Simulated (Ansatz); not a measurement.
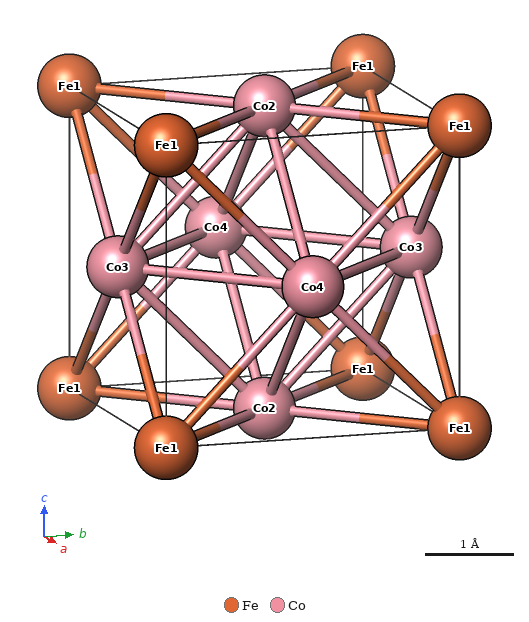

*The input geometry (ball-and-stick view of the cell of the calculation, seen slightly off an axis; atoms are numbered from 1 in the order of the input). An atom can appear more than once, as a periodic image.*

Near neighbours in the periodic cell (some may lie outside the picture): Fe has 12 Co at 2.50 Å; Co has 8 Co at 2.50 Å and 4 Fe at 2.50 Å.

**Run report: FeCo3, single-point calculation (part 1 of 2)**

The run: single-point calculation of FeCo3 (4 atoms in the cell). Method and program: DFT PBEsol, scalar-relativistic, plane waves, PAW, spin-polarised (Ansatz 0.2.0).

The structure derives from a Materials Project entry. It belongs to a series of runs on one base structure; here: ferrimagnetic in the cell, signs +++-. Figures and captions count atoms from 1; the log counts them from 0 in places.

**Output**
```
Engine: ansatz 0.2.0, aarch64-unknown-linux-gnu
Pseudopotentials: kind: paw
Pseudopotential: Fe, paw, valence charge 16, recommended cutoff 420 eV (normal), Fe.paw.azcp
Pseudopotential: Co, paw, valence charge 17, recommended cutoff 420 eV (normal), Co.paw.azcp
Functional definition: PBEsol
  exchange = pbesol_x
  correlation = pbesol_c
Crystal: 4 atoms, lattice volume = 44.201 Å³
Basis set: ecut = 420 eV, 847 PW (Γ), exchange–correlation on 48×48×48 points (8 copies of the dense FFT grid, shifted against one another)
Bands: 48, of which v1, the nominal top of the filled ones, is band 34 counted from 1 (33 counted from 0)
Symmetry: 16 space group operations
Space group: P4/mmm (ITA 123), of the structure as read, at distance tolerance 3.5e-5 Å
Magnetic group: BNS 123.339 (UNI 999), of the structure as read, at distance tolerance 3.5e-5 Å
k-points: 196 of 1728
Non-local potential: Fe, projectors of the file, l = 0: 3, l = 1: 2, l = 2: 3, l = 3: 1
Non-local potential: Co, projectors of the file, l = 0: 3, l = 1: 2, l = 2: 3, l = 3: 1
PAW form: soft (Blöchl's): semilocal exchange-correlation on the pseudo side does not see the compensation charge
PAW frozen core: Fe, regenerated for the run's functional, and the local potential with it (the file was generated under x = pbe(κ = 0.804, μ = 0.2195149727645171), c = pbe(β = 0.06672455060314922))
PAW frozen core: Co, regenerated for the run's functional, and the local potential with it (the file was generated under x = pbe(κ = 0.804, μ = 0.2195149727645171), c = pbe(β = 0.06672455060314922))
PAW one-centre angular grid: Fe, 590 points (default); XC on 64 Gauss nodes
PAW one-centre angular grid: Co, 590 points (default); XC on 64 Gauss nodes
Initial density: superposition of atomic densities (chi_scale 0.1, normalization cell)
Starting moments: Σ|m| = 13 μB on 4 of 4 sites
Initial wavefunctions: pseudopotential atomic-orbital guess
Functional: x = pbesol(κ = 0.804, μ = 0.12345679012345678), c = pbesol(β = 0.046)
SCF iter   1: F=—  HF=-19725.880681 eV  |F-HF|=—  |Δ(HF+E_count)|=         —  Δρ=1.60e-1 (↑1.60e-1 ↓1.22e-1)  dr2=2.47e0  dr2_m=7.38e0  M=5.097 μB ∫|m|=8.300 μB  β_m=0.30  ethr=3.10e-3  ⟨swp⟩=5.3  Hψ=61860  notcnv=0  defer=533
Mixer restart at iter 1: flushing history
preconditioner: auto → Kerker (q_TF=auto, 2.924 Å⁻¹)  [metal: Δε(μ)=0.001 eV  Ē_g=10.594 eV  σ=0.100 eV  W_gap=0.01  n_scr=18 (ndim 8)  ℏωp=33.0 eV  f_vac=0.000  D(μ)=8.13/eV (n_scr^D=146)]
spin=Collinear: Kerker preconditioning applied to the charge; magnetization (m = ρ↑ − ρ↓) channel mixes plain (no charge-response kernel on spin).
spin-set hold released at iteration 1 (the charge has settled, or the pull on large starting moments outlasts its swing): the magnetisation degrees of freedom join the quasi-Newton model from the next iteration; the mixer history was flushed
SCF iter   2: F=—  HF=-19726.178151 eV  |F-HF|=—  |Δ(HF+E_count)|=   2.97e-1  Δρ=1.15e-1 (↑9.58e-2 ↓1.15e-1)  dr2=9.13e-1  dr2_m=4.20e0  M=4.583 μB ∫|m|=7.952 μB  β_m=0.59  ethr=3.10e-3  ⟨swp⟩=2.0  Hψ=25221  notcnv=0  defer=2538
SCF iter   3: F=—  HF=-19728.128906 eV  |F-HF|=—  |Δ(HF+E_count)|=    1.95e0  Δρ=2.25e-1 (↑2.25e-1 ↓8.26e-2)  dr2=2.68e1  dr2_m=4.65e0  M=5.584 μB ∫|m|=6.811 μB  β_m=0.39  ethr=1.36e-3  ⟨swp⟩=3.1  Hψ=34758  notcnv=0  defer=2543  recentre
SCF iter   4: F=—  HF=-19727.449744 eV  |F-HF|=—  |Δ(HF+E_count)|=   6.79e-1  Δρ=1.39e-1 (↑8.38e-2 ↓1.39e-1)  dr2=1.12e1  dr2_m=2.12e0  M=3.427 μB ∫|m|=6.544 μB  β_m=0.42  ethr=1.36e-3  ⟨swp⟩=3.0  Hψ=40111  notcnv=0  defer=2577
SCF iter   5: F=—  HF=-19727.912519 eV  |F-HF|=—  |Δ(HF+E_count)|=   4.63e-1  Δρ=1.45e-1 (↑1.13e-1 ↓1.45e-1)  dr2=2.09e1  dr2_m=1.45e0  M=4.950 μB ∫|m|=5.720 μB  β_m=0.29  ethr=1.36e-3  ⟨swp⟩=2.8  Hψ=38755  notcnv=0  defer=2642
SCF iter   6: F=—  HF=-19727.320611 eV  |F-HF|=—  |Δ(HF+E_count)|=   5.92e-1  Δρ=5.71e-2 (↑5.71e-2 ↓5.02e-2)  dr2=2.57e0  dr2_m=5.06e-1  M=4.675 μB ∫|m|=5.449 μB  β_m=0.64  ethr=1.36e-3  ⟨swp⟩=2.2  Hψ=23089  notcnv=0  defer=2633
SCF iter   7: F=—  HF=-19727.365311 eV  |F-HF|=—  |Δ(HF+E_count)|=   4.47e-2  Δρ=6.50e-2 (↑6.50e-2 ↓3.75e-2)  dr2=2.25e0  dr2_m=5.22e-1  M=5.162 μB ∫|m|=5.570 μB  β_m=0.82  ethr=1.36e-3  ⟨swp⟩=2.0  Hψ=21787  notcnv=0  defer=2589
SCF iter   8: F=—  HF=-19727.356753 eV  |F-HF|=—  |Δ(HF+E_count)|=   8.56e-3  Δρ=3.30e-2 (↑2.56e-2 ↓3.30e-2)  dr2=1.77e-1  dr2_m=3.04e-1  M=5.366 μB ∫|m|=5.765 μB  β_m=0.38  ethr=1.36e-3  ⟨swp⟩=2.0  Hψ=22078  notcnv=0  defer=2593
SCF iter   9: F=—  HF=-19727.417089 eV  |F-HF|=—  |Δ(HF+E_count)|=   6.03e-2  Δρ=3.88e-2 (↑2.75e-2 ↓3.88e-2)  dr2=2.09e-1  dr2_m=4.06e-1  M=5.799 μB ∫|m|=6.164 μB  β_m=0.94  ethr=2.64e-4  ⟨swp⟩=1.1  Hψ=21138  notcnv=0  defer=2583
SCF iter  10: F=—  HF=-19727.314744 eV  |F-HF|=—  |Δ(HF+E_count)|=   1.02e-1  Δρ=2.82e-2 (↑2.82e-2 ↓2.49e-2)  dr2=5.25e-2  dr2_m=2.73e-1  M=5.103 μB ∫|m|=5.566 μB  β_m=0.97  ethr=2.64e-4  ⟨swp⟩=2.0  Hψ=21950  notcnv=0  defer=2578
SCF iter  11: F=—  HF=-19727.358129 eV  |F-HF|=—  |Δ(HF+E_count)|=   4.34e-2  Δρ=3.73e-2 (↑2.21e-2 ↓3.73e-2)  dr2=3.86e-1  dr2_m=2.91e-1  M=5.112 μB ∫|m|=5.509 μB  β_m=0.36  ethr=7.83e-5  ⟨swp⟩=2.0  Hψ=23263  notcnv=0  defer=2589
SCF iter  12: F=—  HF=-19727.301006 eV  |F-HF|=—  |Δ(HF+E_count)|=   5.71e-2  Δρ=2.43e-2 (↑2.43e-2 ↓2.35e-2)  dr2=3.18e-2  dr2_m=2.21e-1  M=4.824 μB ∫|m|=5.311 μB  β_m=0.31  ethr=7.83e-5  ⟨swp⟩=2.0  Hψ=26198  notcnv=0  defer=2589
SCF iter  13: F=—  HF=-19727.249962 eV  |F-HF|=—  |Δ(HF+E_count)|=   5.10e-2  Δρ=2.11e-2 (↑1.82e-2 ↓2.11e-2)  dr2=1.02e-2  dr2_m=1.53e-1  M=4.263 μB ∫|m|=5.343 μB  β_m=1.00  ethr=4.74e-5  ⟨swp⟩=1.8  Hψ=22260  notcnv=0  defer=2589
SCF iter  14: F=—  HF=-19727.281521 eV  |F-HF|=—  |Δ(HF+E_count)|=   3.16e-2  Δρ=3.90e-2 (↑3.90e-2 ↓2.18e-2)  dr2=3.85e-1  dr2_m=2.93e-1  M=4.629 μB ∫|m|=5.355 μB  β_m=1.00  ethr=1.53e-5  ⟨swp⟩=2.0  Hψ=33415  notcnv=0  defer=2595  recentre
SCF iter  15: F=—  HF=-19727.289730 eV  |F-HF|=—  |Δ(HF+E_count)|=   8.21e-3  Δρ=3.73e-2 (↑3.73e-2 ↓2.35e-2)  dr2=3.46e-1  dr2_m=2.95e-1  M=4.724 μB ∫|m|=5.361 μB  β_m=0.38  ethr=1.53e-5  ⟨swp⟩=1.5  Hψ=18759  notcnv=0  defer=2595
SCF iter  16: F=—  HF=-19727.242659 eV  |F-HF|=—  |Δ(HF+E_count)|=   4.71e-2  Δρ=2.22e-2 (↑1.71e-2 ↓2.22e-2)  dr2=2.01e-2  dr2_m=1.50e-1  M=4.191 μB ∫|m|=5.404 μB  β_m=1.00  ethr=1.53e-5  ⟨swp⟩=2.0  Hψ=30732  notcnv=0  defer=2595
SCF iter  17: F=—  HF=-19727.296716 eV  |F-HF|=—  |Δ(HF+E_count)|=   5.41e-2  Δρ=3.41e-2 (↑3.41e-2 ↓2.39e-2)  dr2=2.58e-1  dr2_m=2.77e-1  M=4.796 μB ∫|m|=5.371 μB  β_m=1.00  ethr=1.53e-5  ⟨swp⟩=2.0  Hψ=31536  notcnv=0  defer=2596  recentre
SCF iter  18: F=—  HF=-19727.341087 eV  |F-HF|=—  |Δ(HF+E_count)|=   4.44e-2  Δρ=5.28e-2 (↑5.28e-2 ↓3.25e-2)  dr2=1.23e0  dr2_m=4.38e-1  M=5.078 μB ∫|m|=5.482 μB  β_m=0.28  ethr=1.53e-5  ⟨swp⟩=2.0  Hψ=34014  notcnv=0  defer=2599
SCF iter  19: F=—  HF=-19727.349931 eV  |F-HF|=—  |Δ(HF+E_count)|=   8.84e-3  Δρ=4.56e-2 (↑4.56e-2 ↓2.34e-2)  dr2=6.34e-1  dr2_m=3.54e-1  M=5.264 μB ∫|m|=5.648 μB  β_m=0.28  ethr=1.53e-5  ⟨swp⟩=2.1  Hψ=28319  notcnv=0  defer=2598
SCF iter  20: F=—  HF=-19727.433303 eV  |F-HF|=—  |Δ(HF+E_count)|=   8.34e-2  Δρ=3.79e-2 (↑3.79e-2 ↓3.45e-2)  dr2=2.73e-1  dr2_m=4.64e-1  M=6.185 μB ∫|m|=6.578 μB  β_m=0.45  ethr=1.53e-5  ⟨swp⟩=2.4  Hψ=34175  notcnv=0  defer=2595
SCF iter  21: F=—  HF=-19727.277542 eV  |F-HF|=—  |Δ(HF+E_count)|=   1.56e-1  Δρ=2.41e-2 (↑2.41e-2 ↓2.24e-2)  dr2=5.54e-2  dr2_m=2.03e-1  M=4.590 μB ∫|m|=5.309 μB  β_m=1.00  ethr=1.53e-5  ⟨swp⟩=2.1  Hψ=36479  notcnv=0  defer=2582
SCF iter  22: F=—  HF=-19727.168199 eV  |F-HF|=—  |Δ(HF+E_count)|=   1.09e-1  Δρ=3.93e-2 (↑3.93e-2 ↓2.62e-2)  dr2=3.06e-1  dr2_m=3.66e-1  M=3.542 μB ∫|m|=5.348 μB  β_m=0.09  ethr=1.53e-5  ⟨swp⟩=2.5  Hψ=33893  notcnv=0  defer=2593  recentre
SCF iter  23: F=—  HF=-19727.368578 eV  |F-HF|=—  |Δ(HF+E_count)|=   2.00e-1  Δρ=3.46e-2 (↑2.56e-2 ↓3.46e-2)  dr2=8.82e-2  dr2_m=3.34e-1  M=5.475 μB ∫|m|=5.856 μB  β_m=0.73  ethr=1.53e-5  ⟨swp⟩=2.3  Hψ=36273  notcnv=0  defer=2595
SCF iter  24: F=—  HF=-19726.824968 eV  |F-HF|=—  |Δ(HF+E_count)|=   5.44e-1  Δρ=6.72e-2 (↑3.42e-2 ↓6.72e-2)  dr2=1.10e0  dr2_m=8.56e-1  M=1.792 μB ∫|m|=5.339 μB  β_m=0.92  ethr=1.53e-5  ⟨swp⟩=3.4  Hψ=42591  notcnv=0  defer=2584  recentre
SCF iter  25: F=—  HF=-19726.816165 eV  |F-HF|=—  |Δ(HF+E_count)|=   8.80e-3  Δρ=6.74e-2 (↑4.00e-2 ↓6.74e-2)  dr2=8.88e-1  dr2_m=9.97e-1  M=1.827 μB ∫|m|=5.278 μB  β_m=0.44  ethr=1.53e-5  ⟨swp⟩=1.9  Hψ=22496  notcnv=0  defer=2351
SCF iter  26: F=—  HF=-19727.330845 eV  |F-HF|=—  |Δ(HF+E_count)|=   5.15e-1  Δρ=2.88e-2 (↑2.88e-2 ↓2.63e-2)  dr2=6.75e-2  dr2_m=2.83e-1  M=5.139 μB ∫|m|=5.551 μB  β_m=0.15  ethr=1.53e-5  ⟨swp⟩=3.6  Hψ=43164  notcnv=0  defer=2351
SCF iter  27: F=—  HF=-19727.981605 eV  |F-HF|=—  |Δ(HF+E_count)|=   6.51e-1  Δρ=1.22e-1 (↑6.24e-2 ↓1.22e-1)  dr2=8.98e0  dr2_m=1.68e0  M=7.735 μB ∫|m|=8.351 μB  β_m=0.72  ethr=1.53e-5  ⟨swp⟩=2.8  Hψ=41771  notcnv=0  defer=2571  recentre
SCF iter  28: F=—  HF=-19728.015033 eV  |F-HF|=—  |Δ(HF+E_count)|=   3.34e-2  Δρ=1.17e-1 (↑8.21e-2 ↓1.17e-1)  dr2=1.08e1  dr2_m=1.61e0  M=7.819 μB ∫|m|=8.472 μB  β_m=0.77  ethr=1.53e-5  ⟨swp⟩=2.0  Hψ=32763  notcnv=0  defer=2571
SCF iter  29: F=—  HF=-19727.979399 eV  |F-HF|=—  |Δ(HF+E_count)|=   3.56e-2  Δρ=1.10e-1 (↑4.53e-2 ↓1.10e-1)  dr2=7.56e0  dr2_m=1.04e0  M=7.641 μB ∫|m|=8.210 μB  β_m=0.89  ethr=1.53e-5  ⟨swp⟩=2.3  Hψ=32893  notcnv=0  defer=2565
SCF iter  30: F=—  HF=-19727.944721 eV  |F-HF|=—  |Δ(HF+E_count)|=   3.47e-2  Δρ=1.05e-1 (↑6.25e-2 ↓1.05e-1)  dr2=8.03e0  dr2_m=1.11e0  M=7.740 μB ∫|m|=8.356 μB  β_m=0.94  ethr=1.53e-5  ⟨swp⟩=2.1  Hψ=30103  notcnv=0  defer=2536
SCF iter  31: F=—  HF=-19727.814101 eV  |F-HF|=—  |Δ(HF+E_count)|=   1.31e-1  Δρ=7.36e-2 (↑2.09e-2 ↓7.36e-2)  dr2=2.94e0  dr2_m=4.58e-1  M=7.435 μB ∫|m|=7.941 μB  β_m=0.67  ethr=1.53e-5  ⟨swp⟩=2.4  Hψ=33985  notcnv=0  defer=2503
SCF iter  32: F=—  HF=-19727.822992 eV  |F-HF|=—  |Δ(HF+E_count)|=   8.89e-3  Δρ=7.33e-2 (↑2.65e-2 ↓7.33e-2)  dr2=3.26e0  dr2_m=4.41e-1  M=7.538 μB ∫|m|=8.065 μB  β_m=0.43  ethr=1.53e-5  ⟨swp⟩=2.0  Hψ=22287  notcnv=0  defer=2503
SCF iter  33: F=—  HF=-19727.835042 eV  |F-HF|=—  |Δ(HF+E_count)|=   1.21e-2  Δρ=7.72e-2 (↑2.69e-2 ↓7.72e-2)  dr2=3.52e0  dr2_m=5.03e-1  M=7.539 μB ∫|m|=8.064 μB  β_m=0.35  ethr=1.53e-5  ⟨swp⟩=1.0  Hψ=16913  notcnv=0  defer=2503
SCF iter  34: F=—  HF=-19727.687688 eV  |F-HF|=—  |Δ(HF+E_count)|=   1.47e-1  Δρ=1.44e-2 (↑7.79e-3 ↓1.44e-2)  dr2=3.97e-2  dr2_m=3.73e-2  M=7.405 μB ∫|m|=7.912 μB  β_m=0.48  ethr=1.53e-5  ⟨swp⟩=2.7  Hψ=35513  notcnv=0  defer=2499
SCF iter  35: F=—  HF=-19727.689145 eV  |F-HF|=—  |Δ(HF+E_count)|=   1.46e-3  Δρ=8.58e-3 (↑6.52e-3 ↓8.58e-3)  dr2=3.65e-2  dr2_m=1.39e-2  M=7.405 μB ∫|m|=7.908 μB  β_m=0.60  ethr=1.53e-5  ⟨swp⟩=2.0  Hψ=29114  notcnv=0  defer=2499
SCF iter  36: F=—  HF=-19727.694380 eV  |F-HF|=—  |Δ(HF+E_count)|=   5.23e-3  Δρ=1.35e-2 (↑2.41e-3 ↓1.35e-2)  dr2=8.75e-2  dr2_m=1.40e-2  M=7.358 μB ∫|m|=7.852 μB  β_m=0.49  ethr=1.53e-5  ⟨swp⟩=2.0  Hψ=24223  notcnv=0  defer=2499
SCF iter  37: F=—  HF=-19727.691523 eV  |F-HF|=—  |Δ(HF+E_count)|=   2.86e-3  Δρ=3.26e-3 (↑1.72e-3 ↓3.26e-3)  dr2=7.36e-3  dr2_m=6.59e-4  M=7.369 μB ∫|m|=7.862 μB  β_m=0.44  ethr=1.53e-5  ⟨swp⟩=2.0  Hψ=22980  notcnv=0  defer=2499
SCF iter  38: F=—  HF=-19727.691413 eV  |F-HF|=—  |Δ(HF+E_count)|=   1.10e-4  Δρ=2.69e-3 (↑2.29e-4 ↓2.69e-3)  dr2=3.72e-3  dr2_m=6.41e-4  M=7.362 μB ∫|m|=7.855 μB  β_m=0.38  ethr=1.10e-5  ⟨swp⟩=1.1  Hψ=16454  notcnv=0  defer=2499
SCF iter  39: F=—  HF=-19727.691317 eV  |F-HF|=—  |Δ(HF+E_count)|=   9.60e-5  Δρ=1.74e-3 (↑3.62e-4 ↓1.74e-3)  dr2=1.43e-3  dr2_m=2.65e-4  M=7.364 μB ∫|m|=7.858 μB  β_m=0.42  ethr=5.56e-6  ⟨swp⟩=1.0  Hψ=16358  notcnv=0  defer=2499
SCF iter  40: F=—  HF=-19727.691249 eV  |F-HF|=—  |Δ(HF+E_count)|=   6.78e-5  Δρ=3.20e-4 (↑1.46e-4 ↓3.20e-4)  dr2=2.87e-5  dr2_m=1.92e-5  M=7.365 μB ∫|m|=7.859 μB  β_m=0.53  ethr=2.13e-6  ⟨swp⟩=1.0  Hψ=16274  notcnv=0  defer=2499
SCF iter  41: F=—  HF=-19727.691245 eV  |F-HF|=—  |Δ(HF+E_count)|=   4.57e-6  Δρ=1.77e-4 (↑1.10e-4 ↓1.77e-4)  dr2=1.92e-5  dr2_m=2.93e-6  M=7.366 μB ∫|m|=7.860 μB  β_m=0.63  ethr=4.29e-8  ⟨swp⟩=1.8  Hψ=18661  notcnv=0  defer=2502
SCF iter  42: F=—  HF=-19727.691245 eV  |F-HF|=—  |Δ(HF+E_count)|=   2.52e-7  Δρ=8.18e-5 (↑4.10e-5 ↓8.18e-5)  dr2=3.50e-6  dr2_m=6.65e-7  M=7.366 μB ∫|m|=7.861 μB  β_m=0.81  ethr=2.87e-8  ⟨swp⟩=1.0  Hψ=16274  notcnv=0  defer=2502
SCF iter  43: F=—  HF=-19727.691245 eV  |F-HF|=—  |Δ(HF+E_count)|=   3.27e-8  Δρ=6.94e-5 (↑1.95e-5 ↓6.94e-5)  dr2=2.57e-6  dr2_m=3.68e-7  M=7.367 μB ∫|m|=7.861 μB  β_m=0.91  ethr=5.23e-9  ⟨swp⟩=1.0  Hψ=16274  notcnv=0  defer=2502
SCF iter  44: F=-19727.691244 eV  HF=-19727.691244 eV  |F-HF|=6.07e-8  |Δ(HF+E_count)|=   8.36e-8  Δρ=1.22e-5 (↑4.05e-6 ↓1.22e-5)  dr2=7.53e-8  dr2_m=9.42e-9  M=7.367 μB ∫|m|=7.861 μB  ethr=1.49e-10  ⟨swp⟩=11.5  Hψ=127646  notcnv=0
SCF 1 converged in 44 iterations: F = -19727.691244 eV  dr2 = 7.53e-8
  greatest PAW one-centre occupation: 1.002 electrons in one spin orbital (limit 2), on the Fe atom at site 0 (counted from 0), in its partial waves of l = 1
```
